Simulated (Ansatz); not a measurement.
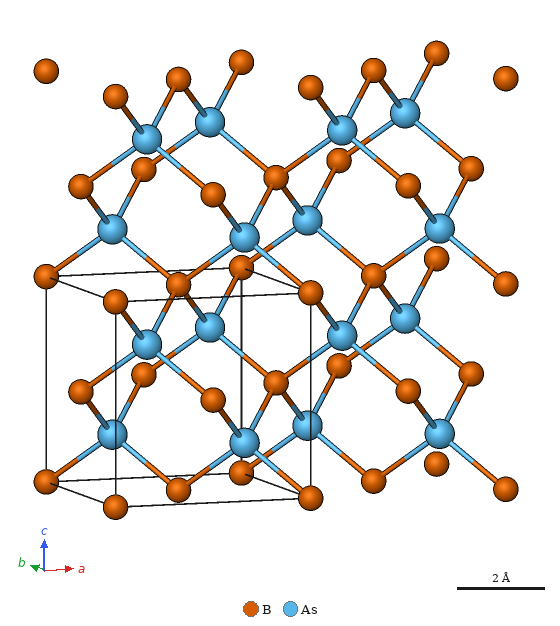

Reference structure: a crystal of BAs (built on the zincblende type) at its r2SCAN-relaxed geometry. Style: ball-and-stick. Shown: the conventional cell (4 times the calculation's cell), repeated 2 × 1 × 2 with one cell outlined, slightly off an axis. Lengths and directions refer to the drawn axes.

These are results of DFT, PBE, plane waves, PAW in Ansatz, not measurements. (plane-wave cutoff 420 eV; k-point mesh 10 × 10 × 10; occupations fermi dirac; smearing width 0.02 eV; no spin polarisation)

The variant: The cell is strained by −0.9 % along b and +2.0 % across it (volume +3.1 %). The atoms and the free axis were relaxed with r2SCAN under that strain, and this is a single point on that geometry.

What does the calculation give for the changed structure?

The energy rises by 4.5 meV per atom. The pressure goes from 2.2 to −1.8 GPa. The principal stresses (compression positive) are 1.9 GPa along b and −3.7 GPa across it. All forces vanish by symmetry. The band gap: 1.19 eV before, 0.80 eV after. Near-neighbour distances before and after: As–B 2.071 → 2.093 Å. The space group (tolerance 0.01 Å) goes from F-43m (No. 216) to I-4m2 (No. 119).

Drawn alike, the variant:

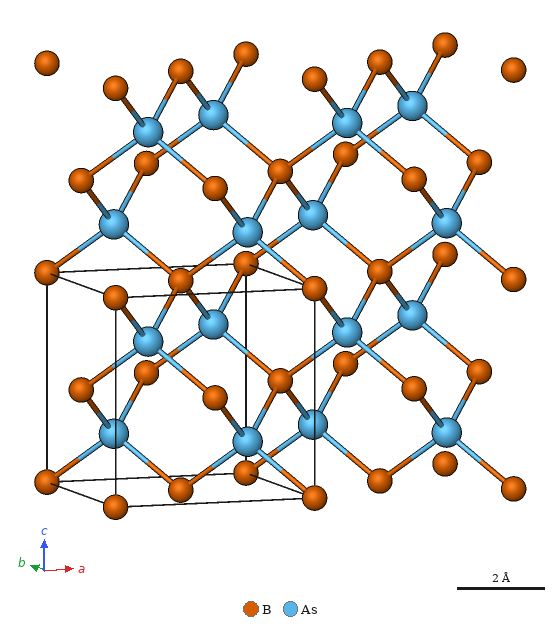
